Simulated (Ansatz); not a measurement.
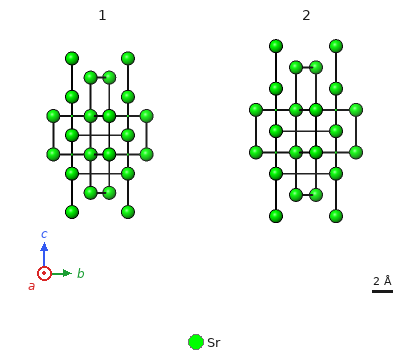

Two geometries of crystalline Sr (built on the omega_191 type), drawn at one scale. One is the start of a relaxation, the other its converged end. Style: ball-and-stick. Shown: the cell of the calculation, repeated 1 × 1 × 2 with one cell outlined, along the a axis.

All numbers below come from Ansatz, DFT PBEsol, scalar-relativistic, plane waves, PAW. Settings: plane-wave cutoff 420 eV; k-point mesh 9 × 9 × 10; occupations gaussian; smearing width 0.1 eV; no spin polarisation; cell and atoms relaxed; force threshold 0.01 eV/Å; at most 80 steps.

> Which one is relaxed?

Structure 1 is the relaxed one. Case: omega type (P6/mmm, No. 191). The energy falls by 0.289 eV per cell of the calculation in 4 accepted moves (5 points after the start). All forces vanish by symmetry, so only the cell relaxes. Pressure: −1.85 GPa at the start and −0.01 GPa at the end. At 1 point the geometry stayed and the basis and grid were re-selected for the new cell (energy shift of 0.3 meV per cell of the calculation at most each time). No atom moves by more than 0.005 Å relative to the cell. The volume changes by −21.5 %, with a = b 7.212 → 6.721 Å (−6.8 %), c 4.421 → 3.996 Å (−9.6 %). Near-neighbour distances that change, for instance: Sr–Sr 4.421 → 3.996 Å, Sr–Sr 4.164 → 3.880 Å. The space group stays P6/mmm (No. 191).
